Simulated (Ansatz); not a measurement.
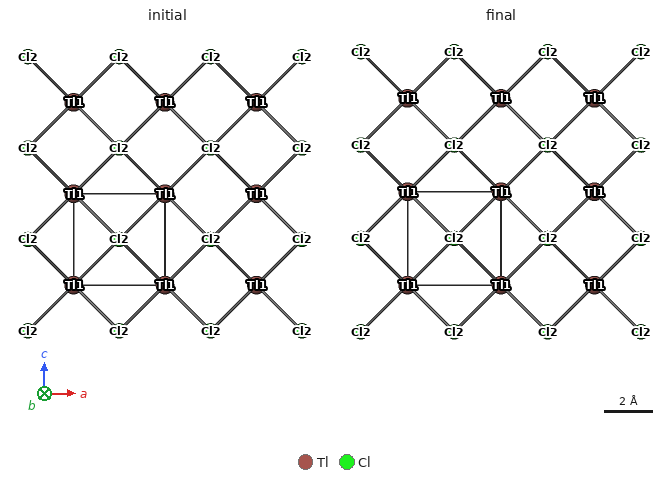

The structure of crystalline TlCl (set up in Pm-3m) before (left) and after (right) a relaxation, at one scale.

Style: ball-and-stick. Shown: the cell of the calculation, repeated 2 × 1 × 2 with one cell outlined, along the b axis.

The calculation used Ansatz 0.2.0, DFT PBE+D3(BJ), scalar-relativistic, plane waves, PAW. (plane-wave cutoff 420 eV; k-point mesh 8 × 8 × 8; occupations gaussian; smearing width 0.02 eV; no spin polarisation; cell and atoms relaxed; force threshold 0.005 eV/Å; at most 80 steps)

Summarise the run.

Answer. The energy falls by 17.7 meV per atom in 6 accepted moves (7 points after the start). All forces vanish by symmetry, so only the cell relaxes. Pressure: 0.45 GPa at the start and −0.02 GPa at the end. The SCF was repeated once at an unchanged geometry on a basis and grid sized afresh for the cell, which shifted the energy by 0.3 meV per atom at most. No atom moves by more than 0.005 Å relative to the cell. Cell: a = b = c 3.834 → 3.918 Å (+2.2 %). Volume +6.7 %. Near-neighbour distances that change, for instance: Tl1–Cl2 3.320 → 3.393 Å. The space group stays Pm-3m (No. 221).
